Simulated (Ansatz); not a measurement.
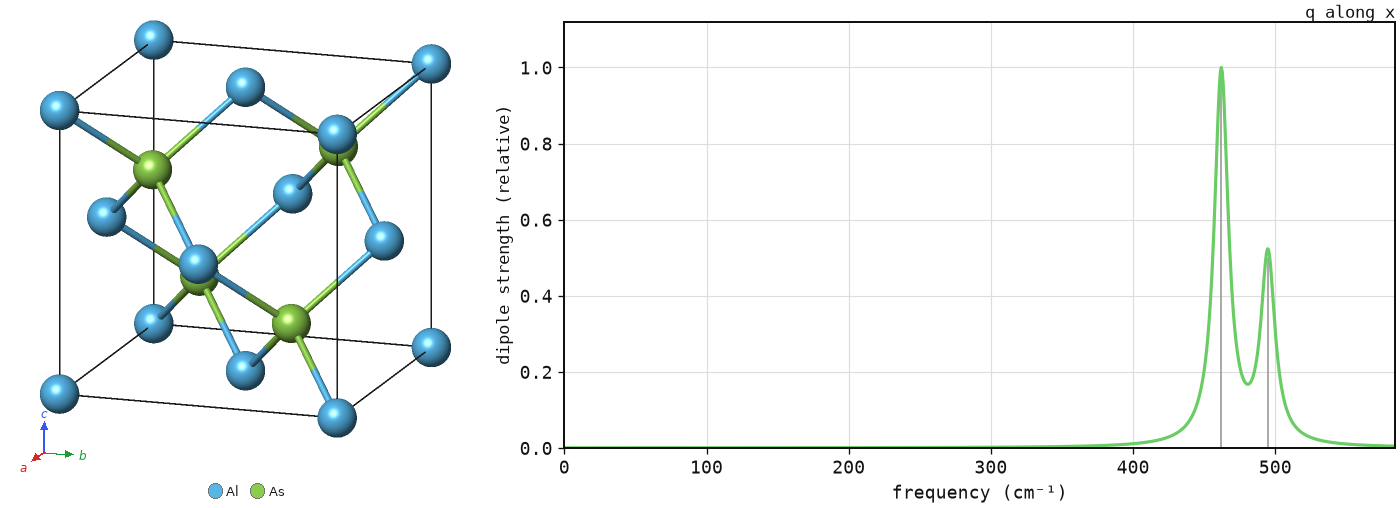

The figure shows the polar optical modes, transverse and longitudinal, approaching the zone centre along x for AlAs, space group F-43m (No. 216). Lines are broadened by Lorentzians of 12 cm⁻¹ full width; the spectrum is scaled to its strongest line. The conventional cell is drawn beside the plot.

Starting cell:
```cif
data_structure
_symmetry_space_group_name_H-M 'P 1'
_symmetry_Int_Tables_number 1
_cell_length_a 3.7153
_cell_length_b 3.7153
_cell_length_c 3.7153
_cell_angle_alpha 60.000
_cell_angle_beta 60.000
_cell_angle_gamma 60.000
_cell_volume 36.26
loop_
_atom_site_label
_atom_site_type_symbol
_atom_site_fract_x
_atom_site_fract_y
_atom_site_fract_z
_atom_site_occupancy
Al1 Al 0.00000 0.00000 0.00000 1
As1 As 0.75000 0.75000 0.75000 1
```

Calculation (Ansatz 0.2.0): optical phonons of an insulator on the approach to the zone centre along x, y and z with the field of polar modes, imaginary frequencies are negative, field response on a mesh refined by the program; plane waves with PAW datasets. Level: PBE, no spin polarisation.

```
    setting     value
wave cutoff    420 eV
     k mesh  10×10×10
occupations     fixed
   pressure    30 GPa
```

### Which of the stronger lines are transverse and which longitudinal?

The transverse (TO, twofold) lines lie at 462.0 and the longitudinal (LO) ones at 494.8 cm⁻¹, the same along x, y and z by the cubic symmetry.

Note: gap may have closed between mesh points.

The computed values:

| at | frequency (cm⁻¹) | degeneracy | dipole strength ((D/Å)²/amu) |
| --- | --- | --- | --- |
| x | 462.0 | 2 | 9.32 |
| x | 494.8 | 1 | 4.66 |
